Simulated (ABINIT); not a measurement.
MoSi₂: single-point calculation

System: MoSi₂ (I4/mmm, 3 atoms in the cell).
Method: Kohn-Sham DFT of a periodic cell, PBEsol, JTH PAW PBE v2.0, no spin polarisation (ABINIT 10.8.3).

The structure derives from an entry of the Crystallography Open Database.

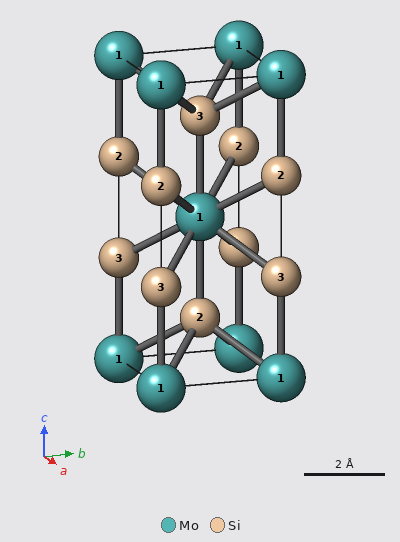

Fig. 1: The structure (ball-and-stick view of the cell 2 times as large as that of the calculation, set on its symmetry axes, seen slightly off an axis; atoms are numbered from 1 in the order of the input).

Input:
```
# Pseudopotentials
pp_dirpath "./"
pseudos "Mo.GGA_PBE-JTH.xml, Si.GGA_PBE-JTH.xml"

# Structure
acell 4.5352872291 4.5352872291 4.5352872291 Angstrom
rprim
    -0.3527891221     0.3527891221     0.8666485278
     0.3527891221    -0.3527891221     0.8666485278
     0.3527891221     0.3527891221    -0.8666485278
ntypat 2
znucl 42 14
natom 3
typat 1 2 2
xred
     0.0000000000     0.0000000000     0.0000000000
     0.6670000000     0.6670000000     0.0000000000
     0.3330000000     0.3330000000     0.0000000000

# Plane-wave basis
ecut 15.0
pawecutdg 30.0

# k points
kptopt 1
ngkpt 5 5 5
nshiftk 1
shiftk 0.0 0.0 0.0

# Exchange and correlation
ixc -116133

# Bands and occupations
nband 15
occopt 3
tsmear 0.05 eV

# SCF cycle
nstep 100
tolvrs 1.0e-9

# Output
iomode 3
prtwf 0
prtden 0
prteig 0
prtebands 0
enunit 1
```

Run as:
```bash
abinit run.abi > log 2>&1
```

The program's output:
```
.Version 10.8.3 of ABINIT
 Symmetries : space group I4/m m m (#139); Bravais tI (body-center tetrag.)
================================================================================
 Values of the parameters that define the memory need of the present run
     intxc =       0    ionmov =       0      iscf =      17    lmnmax =      18
     lnmax =       6     mgfft =      30  mpssoang =       3    mqgrid =    3001
     natom =       3  nloc_mem =       2    nspden =       1   nspinor =       1
    nsppol =       1      nsym =      16    n1xccc =       1    ntypat =       2
    occopt =       3   xclevel =       2
       mpw =         769          nfft =       27000          nkpt =          18
 PAW method is used; the additional fine FFT grid is defined by:
   mgfftf=        45    nfftf =     91125
================================================================================
================================================================================

--------------------------------------------------------------------------------
------------- Echo of variables that govern the present computation ------------
--------------------------------------------------------------------------------
 -outvars: echo values of preprocessed input variables --------
            acell      8.5704507653E+00  8.5704507653E+00  8.5704507653E+00 Bohr
              amu      9.59400000E+01  2.80855000E+01
             ecut      1.50000000E+01 Hartree
           enunit           1
              ixc     -116133
         kptrlatt        5    0    0      0    5    0      0    0    5
          kptrlen      3.02356180E+01
            natom           3
            nband          15
            ngfft          30      30      30
          ngfftdg          45      45      45
             nkpt          18
            nstep         100
             nsym          16
           ntypat           2
           occopt           3
        pawecutdg      3.00000000E+01 Hartree
         pawxcdev           0
           prtden           0
        prtebands           0
           prteig           0
            prtwf           0
            rprim     -3.5278912210E-01  3.5278912210E-01  8.6664852780E-01
                       3.5278912210E-01 -3.5278912210E-01  8.6664852780E-01
                       3.5278912210E-01  3.5278912210E-01 -8.6664852780E-01
          spgroup         139
           tolvrs      1.00000000E-09
           tsmear      1.83746611E-03 Hartree
            typat      1  2  2
           useylm           1
           xangst      0.0000000000E+00  0.0000000000E+00  0.0000000000E+00
                      -2.2290374952E-17  1.1306093313E-16  5.2432870003E+00
                      -1.1598451498E-16  1.6130175018E-16  2.6177130002E+00
            xcart      0.0000000000E+00  0.0000000000E+00  0.0000000000E+00
                      -4.2122703904E-17  2.1365419915E-16  9.9083764302E+00
                      -2.1917896817E-16  3.0481613146E-16  4.9467606465E+00
             xred      0.0000000000E+00  0.0000000000E+00  0.0000000000E+00
                       6.6700000000E-01  6.6700000000E-01  2.8365799430E-17
                       3.3300000000E-01  3.3300000000E-01  1.4161635997E-17
            znucl       42.00000   14.00000

================================================================================

 chkinp: Checking input parameters for consistency.

================================================================================
== DATASET  1 ==================================================================

--- !DatasetInfo
iteration_state: {dtset: 1, }
dimensions: {natom: 3, nkpt: 18, mband: 15, nsppol: 1, nspinor: 1, nspden: 1, mpw: 769, }
cutoff_energies: {ecut:  15.0, pawecutdg:  30.0, }
electrons: {nelect:   2.20000000E+01, charge:   0.00000000E+00, occopt:   3.00000000E+00, tsmear:   1.83746611E-03, }
meta: {optdriver: 0, ionmov: 0, optcell: 0, iscf: 17, paral_kgb: 0, }
...

 Real(R)+Recip(G) space primitive vectors, cartesian coordinates (Bohr,Bohr^-1):
 R(1)= -3.0235618  3.0235618  7.4275685  G(1)=  0.0000000  0.1653679  0.0673168
 R(2)=  3.0235618 -3.0235618  7.4275685  G(2)=  0.1653679  0.0000000  0.0673168
 R(3)=  3.0235618  3.0235618 -7.4275685  G(3)=  0.1653679  0.1653679  0.0000000
 Unit cell volume ucvol=  2.7160913E+02 bohr^3
 Angles (23,13,12)=  1.38683989E+02  1.38683989E+02  5.98570360E+01 degrees

 Coarse grid specifications (used for wave-functions):

 getcut: wavevector=  0.0000  0.0000  0.0000  ngfft=  30  30  30
         ecut(hartree)=     15.000   => boxcut(ratio)=   2.00943

 Fine grid specifications (used for densities):

 getcut: wavevector=  0.0000  0.0000  0.0000  ngfft=  45  45  45
         ecut(hartree)=     30.000   => boxcut(ratio)=   2.08437

--- Pseudopotential description ------------------------------------------------
- pspini: atom type   1  psp file is ./Mo.GGA_PBE-JTH.xml
 Pseudopotential format is: paw10
 basis_size (lnmax)=  6 (lmn_size= 18), orbitals=   0   0   1   1   2   2
 Spheres core radius: rc_sph= 2.20740211
 Shapefunction is SIN type: shapef(r)=[sin(pi*r/rshp)/(pi*r/rshp)]**2
 Radius for shape functions =  1.91008465
 Compensation charge density is not taken into account in XC energy/potential

- pspini: atom type   2  psp file is ./Si.GGA_PBE-JTH.xml
 Pseudopotential format is: paw10
 basis_size (lnmax)=  4 (lmn_size=  8), orbitals=   0   0   1   1
 Spheres core radius: rc_sph= 1.90944987
 Shapefunction is BESSEL type: shapef(r,l)=aa(1,l)*jl(q(1,l)*r)+aa(2,l)*jl(q(2,l)*r)
 Radius for shape functions =  1.60149249
 Compensation charge density is not taken into account in XC energy/potential

   8.17777348E+02                                ecore*ucvol(ha*bohr**3)
--------------------------------------------------------------------------------

================================================================================

--- !BeginCycle
iteration_state: {dtset: 1, }
solver: {iscf: 17, nstep: 100, nline: 4, wfoptalg: 10, }
tolerances: {tolvrs: 1.00E-09, }
...

     iter   Etot(hartree)      deltaE(h)  residm     nres2
 ETOT  1  -76.554200344401    -7.655E+01 1.021E+00 1.449E+01
 ETOT  2  -76.877280942174    -3.231E-01 3.316E-02 4.810E+00
 ETOT  3  -76.867451411294     9.830E-03 2.982E-02 4.594E-01
 ETOT  4  -76.867608830032    -1.574E-04 2.409E-03 2.656E-02
 ETOT  5  -76.868118916002    -5.101E-04 2.412E-03 6.591E-03
 ETOT  6  -76.868299093080    -1.802E-04 6.450E-04 7.738E-03
 ETOT  7  -76.868344435832    -4.534E-05 5.732E-04 1.591E-04
 ETOT  8  -76.868379934715    -3.550E-05 6.002E-04 4.444E-04
 ETOT  9  -76.868393538043    -1.360E-05 2.951E-04 3.578E-06
 ETOT 10  -76.868400307397    -6.769E-06 6.200E-04 1.020E-04
 ETOT 11  -76.868403635489    -3.328E-06 2.552E-04 3.758E-06
 ETOT 12  -76.868405492609    -1.857E-06 4.676E-04 1.091E-05
 ETOT 13  -76.868406521980    -1.029E-06 1.660E-04 1.598E-06
 ETOT 14  -76.868407112058    -5.901E-07 2.745E-04 1.437E-06
 ETOT 15  -76.868407460653    -3.486E-07 8.910E-05 2.407E-07
 ETOT 16  -76.868407670705    -2.101E-07 1.389E-04 4.765E-07
 ETOT 17  -76.868407798681    -1.280E-07 5.042E-05 6.109E-08
 ETOT 18  -76.868407877880    -7.920E-08 6.519E-05 7.768E-08
 ETOT 19  -76.868407927063    -4.918E-08 3.090E-05 4.316E-08
 ETOT 20  -76.868407957685    -3.062E-08 2.953E-05 5.353E-08
 ETOT 21  -76.868407976814    -1.913E-08 1.851E-05 1.513E-08
 ETOT 22  -76.868407988837    -1.202E-08 1.316E-05 8.478E-09
 ETOT 23  -76.868407996401    -7.565E-09 1.089E-05 4.834E-09
 ETOT 24  -76.868408001169    -4.768E-09 5.828E-06 7.024E-10

 At SCF step   24       nres2   =  7.02E-10 < tolvrs=  1.00E-09 =>converged.

 Cartesian components of stress tensor (hartree/bohr^3)
  sigma(1 1)=  7.91286596E-05  sigma(3 2)=  0.00000000E+00
  sigma(2 2)=  7.91286596E-05  sigma(3 1)=  0.00000000E+00
  sigma(3 3)=  9.24537276E-05  sigma(2 1)=  0.00000000E+00

--- !ResultsGS
iteration_state: {dtset: 1, }
comment   : Summary of ground state results
lattice_vectors:
- [ -3.0235618,   3.0235618,   7.4275685, ]
- [  3.0235618,  -3.0235618,   7.4275685, ]
- [  3.0235618,   3.0235618,  -7.4275685, ]
lattice_lengths: [   8.57045,    8.57045,    8.57045, ]
lattice_angles: [138.684, 138.684,  59.857, ] # degrees, (23, 13, 12)
lattice_volume:   2.7160913E+02
convergence: {deltae: -4.768E-09, res2:  7.024E-10, residm:  5.828E-06, diffor: null, }
etotal    :  -7.68684080E+01
entropy   :   0.00000000E+00
fermie    :   4.51656389E-01
cartesian_stress_tensor: # hartree/bohr^3
- [  7.91286596E-05,   0.00000000E+00,   0.00000000E+00, ]
- [  0.00000000E+00,   7.91286596E-05,   0.00000000E+00, ]
- [  0.00000000E+00,   0.00000000E+00,   9.24537276E-05, ]
pressure_GPa:  -2.4587E+00
xred      :
- [  0.0000E+00,   0.0000E+00,   0.0000E+00, Mo]
- [  6.6700E-01,   6.6700E-01,   2.8366E-17, Si]
- [  3.3300E-01,   3.3300E-01,   1.4162E-17, Si]
cartesian_forces: # hartree/bohr
- [ -0.00000000E+00,  -5.78241159E-19,  -0.00000000E+00, ]
- [  9.31483639E-20,   2.11699242E-18,  -5.47225438E-03, ]
- [ -9.31483639E-20,  -1.53875126E-18,   5.47225438E-03, ]
force_length_stats: {min:   5.78241159E-19, max:   5.47225438E-03, mean:   3.64816958E-03, }
...

 Integrated electronic density in atomic spheres:
 ------------------------------------------------
 Atom  Sphere_radius  Integrated_density
    1        2.20740         11.41236348
    2        1.90945          1.54528700
    3        1.90945          1.54528700

================================================================================

 ----iterations are completed or convergence reached----

 Mean square residual over all n,k,spin=   36.498E-09; max=  58.277E-07
 reduced coordinates (array xred) for    3 atoms
       0.000000000000      0.000000000000      0.000000000000
       0.667000000000      0.667000000000      0.000000000000
       0.333000000000      0.333000000000      0.000000000000
 rms dE/dt=  3.3187E-02; max dE/dt=  4.0646E-02; dE/dt below (all hartree)
    1       0.000000000000      0.000000000000      0.000000000000
    2       0.040645544435      0.040645544435     -0.040645544435
    3      -0.040645544435     -0.040645544435      0.040645544435

 cartesian coordinates (angstrom) at end:
    1      0.00000000000000     0.00000000000000     0.00000000000000
    2     -0.00000000000000     0.00000000000000     5.24328700033304
    3     -0.00000000000000     0.00000000000000     2.61771300016627

 cartesian forces (hartree/bohr) at end:
    1     -0.00000000000000    -0.00000000000000    -0.00000000000000
    2      0.00000000000000     0.00000000000000    -0.00547225437572
    3     -0.00000000000000    -0.00000000000000     0.00547225437572
 frms,max,avg= 2.5796455E-03 5.4722544E-03   0.000E+00  0.000E+00  0.000E+00 h/b

 cartesian forces (eV/Angstrom) at end:
    1     -0.00000000000000    -0.00000000000000    -0.00000000000000
    2      0.00000000000000     0.00000000000000    -0.28139463394680
    3     -0.00000000000000    -0.00000000000000     0.28139463394680
 frms,max,avg= 1.3265070E-01 2.8139463E-01   0.000E+00  0.000E+00  0.000E+00 e/A
 length scales=  8.570450765326  8.570450765326  8.570450765326 bohr
              =  4.535287229100  4.535287229100  4.535287229100 angstroms
 Fermi (or HOMO) energy (eV) =  12.29020   Average Vxc (eV)= -12.30290
 Eigenvalues (   eV  ) for nkpt=  18  k points:
 kpt#   1, nband= 15, wtk=  0.00800, kpt=  0.0000  0.0000  0.0000 (reduced coord)
 -48.55211  -22.72774  -22.64024  -22.64024   -1.37806    5.74253    8.62403    9.04607
   9.43687    9.43687   12.52144   15.18839   15.24206   15.75068   15.75068
 prteigrs : prtvol=0 or 1, do not print more k-points.

--- !EnergyTerms
iteration_state     : {dtset: 1, }
comment             : Components of total free energy in Hartree
kinetic             :  1.30303563989715E+01
hartree             :  1.64544237363603E+01
xc                  : -8.75712546360380E+00
Ewald energy        : -6.27502804137117E+01
psp_core            :  3.01086107837705E+00
local_psp           : -4.99354170265907E+01
PAW spherical_terms :  1.20788928975702E+01
internal            : -7.68682887926271E+01
'-kT*entropy'       : -1.15819187451789E-04
total_energy        : -7.68684046118146E+01
total_energy_eV     : -2.09169584800443E+03
...

--- !EnergyTermsDC
iteration_state     : {dtset: 1, }
comment             : '"Double-counting" decomposition of free energy'
band_energy         : -4.84010500860201E+00
Ewald energy        : -6.27502804137117E+01
psp_core            :  3.01086107837705E+00
xc_dc               : -1.65230771048208E+01
PAW spherical_terms :  4.23430926677574E+00
internal            : -7.68682921819817E+01
'-kT*entropy'       : -1.15819187451789E-04
total_energy_dc     : -7.68684080011691E+01
total_energy_dc_eV  : -2.09169594023347E+03
...

--- !EnergyTermsWithPAWCore
iteration_state     : {dtset: 1, }
comment             : 'Components of total free energy, including PAW core contributions'
Total energy        : -4.62595834073453E+03
Total energy DC     : -4.62595834412389E+03
Total energy (eV)   : -1.25878739167545E+05
Total energy DC (eV): -1.25878739259774E+05
...

 Cartesian components of stress tensor (hartree/bohr^3)
  sigma(1 1)=  7.91286596E-05  sigma(3 2)=  0.00000000E+00
  sigma(2 2)=  7.91286596E-05  sigma(3 1)=  0.00000000E+00
  sigma(3 3)=  9.24537276E-05  sigma(2 1)=  0.00000000E+00

-Cartesian components of stress tensor (GPa)         [Pressure= -2.4587E+00 GPa]
- sigma(1 1)=  2.32804554E+00  sigma(3 2)=  0.00000000E+00
- sigma(2 2)=  2.32804554E+00  sigma(3 1)=  0.00000000E+00
- sigma(3 3)=  2.72008258E+00  sigma(2 1)=  0.00000000E+00

== END DATASET(S) ==============================================================
================================================================================

 -outvars: echo values of variables after computation  --------
            acell      8.5704507653E+00  8.5704507653E+00  8.5704507653E+00 Bohr
           etotal     -7.6868408001E+01
            fcart     -0.0000000000E+00 -5.7824115866E-19 -0.0000000000E+00
                       9.3148363861E-20  2.1169924192E-18 -5.4722543757E-03
                      -9.3148363861E-20 -1.5387512605E-18  5.4722543757E-03
            rprim     -3.5278912210E-01  3.5278912210E-01  8.6664852780E-01
                       3.5278912210E-01 -3.5278912210E-01  8.6664852780E-01
                       3.5278912210E-01  3.5278912210E-01 -8.6664852780E-01
           strten      7.9128659574E-05  7.9128659574E-05  9.2453727574E-05
                       0.0000000000E+00  0.0000000000E+00  0.0000000000E+00
           xangst      0.0000000000E+00  0.0000000000E+00  0.0000000000E+00
                      -2.2290374952E-17  1.1306093313E-16  5.2432870003E+00
                      -1.1598451498E-16  1.6130175018E-16  2.6177130002E+00
             xred      0.0000000000E+00  0.0000000000E+00  0.0000000000E+00
                       6.6700000000E-01  6.6700000000E-01  2.8365799430E-17
                       3.3300000000E-01  3.3300000000E-01  1.4161635997E-17
 Calculation completed.
```

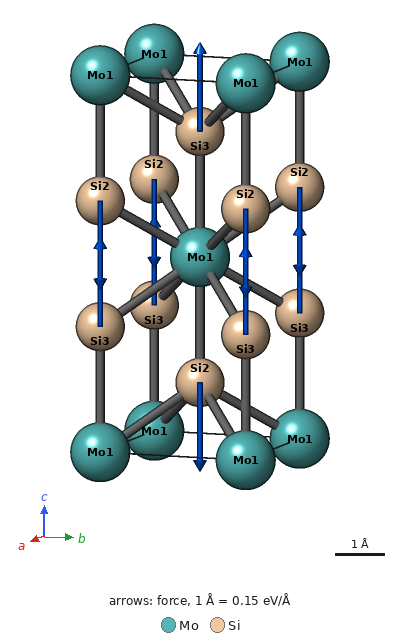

Fig. 2: Forces on the atoms as blue arrows (ball-and-stick view of the cell 2 times as large as that of the calculation, set on its symmetry axes, seen slightly off an axis; atoms are numbered from 1 in the order of the input). The largest act on Si2, Si3 (0.28 eV/Å). 

Results in brief:

| quantity | value |
| --- | --- |
| outcome | converged |
| space group (tolerance 0.01 Å) | I4/mmm (139) |
| electrons treated | 22 |
| free energy | −2091.6959 eV |
| Fermi energy | 12.290 eV |
| gap on the k-point mesh | none (metallic) |
| pressure | −2.46 GPa |
| largest force (length of the vector) | 0.281 eV/Å |
| hardware | 1 thread of Arm Neoverse V1, 24 GiB of memory available, shared host |
| wall time | 40 s |
| peak memory | 0.11 GiB |

Remarks:

The k-point mesh is coarse for a cell of this size, so the results may not be converged.
